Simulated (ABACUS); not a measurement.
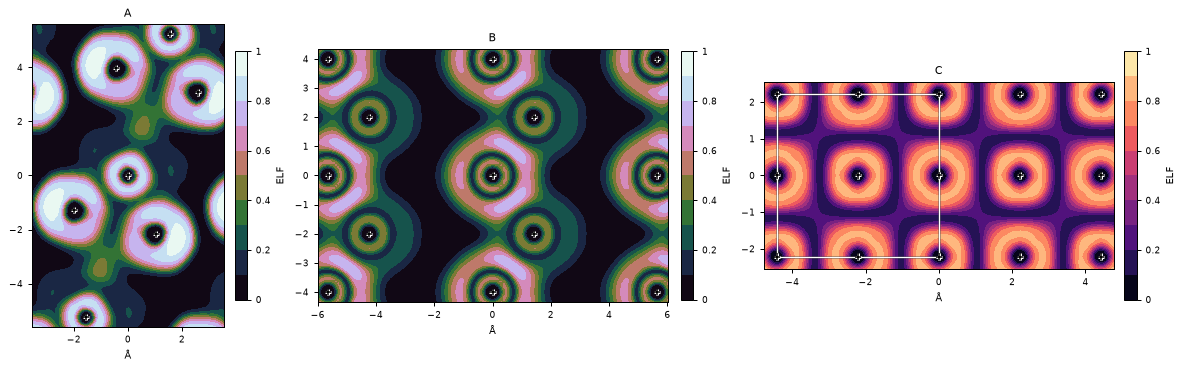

The electron localisation function of 3 systems, each on a plane through atoms (crosses mark nuclei in the plane).

Method: Kohn-Sham DFT of a periodic cell, PBEsol, PseudoDojo NC SR 0.4.1 PBEsol standard (ABACUS 3.10.1).

System 1: TaN, the (001) plane of the conventional cell. Space group Fm-3m; a structure from a database of computed crystals, not necessarily the ambient phase; computed pressure about −11 GPa in this cell.

```xyz
8
Lattice="4.4226 0.0000 0.0000 0.0000 4.4226 0.0000 0.0000 0.0000 4.4226" Properties=species:S:1:pos:R:3 pbc="T T T"
Ta    2.2113    0.0000    0.0000
Ta    0.0000    2.2113    0.0000
Ta    0.0000    0.0000    2.2113
Ta    2.2113    2.2113    2.2113
N     0.0000    0.0000    0.0000
N     2.2113    2.2113    0.0000
N     2.2113    0.0000    2.2113
N     0.0000    2.2113    2.2113
```

System 2: GaAs, the (101) plane of the conventional cell. Space group F-43m.

```
As Ga
1.0
     5.65370    0.00000    0.00000
     0.00000    0.00000   -5.65370
     0.00000    5.65370    0.00000
As Ga
4 4
Cartesian
  4.2403 1.4134 -4.2403
  1.4134 4.2403 -4.2403
  1.4134 1.4134 -1.4134
  4.2403 4.2403 -1.4134
  2.8268 0.0000 -2.8268
  0.0000 2.8268 -2.8268
  0.0000 0.0000 0.0000
  2.8268 2.8268 0.0000
```

System 3: MoS$_{2}$, the (11̄0) plane of the conventional cell. Space group P1; changed on purpose from its base cell (atoms moved at random by about 0.05 A); not relaxed (largest force 1.2 eV/Å); computed pressure about −3 GPa in this cell.

```yaml
crystal:
  lattice:
    - [-1.58000, -2.73664, 0.00000]
    - [1.58000, -2.73664, 0.00000]
    - [0.00000, -1.82443, 6.15000]
  atoms:
    - { symbol: Mo, position: [0.99891, 0.00535, 0.99803] }
    - { symbol: S, position: [0.60618, 0.56824, 0.25916] }
    - { symbol: S, position: [0.75800, 0.75606, 0.74625] }
```

> Match each panel to its system.

Panel A is system 3, MoS$_{2}$: the plane holds Mo and S. Mo–S (2.38 Å): the ELF peaks at about 0.85 in the valence shell of S, 0.8 Å from its nucleus, and is about 0.45 at the midpoint. Panel B is system 2, GaAs: the plane holds As and Ga. Ga–As (2.45 Å): the ELF peaks at about 0.75 between the atoms; localised, covalent bonding. Panel C is system 1, TaN: the plane holds Ta and N. Ta–N (2.21 Å): the ELF peaks at about 0.80 in the valence shell of N, 0.6 Å from its nucleus, and is about 0.15 at the midpoint: no shared electron pair shows on this line.
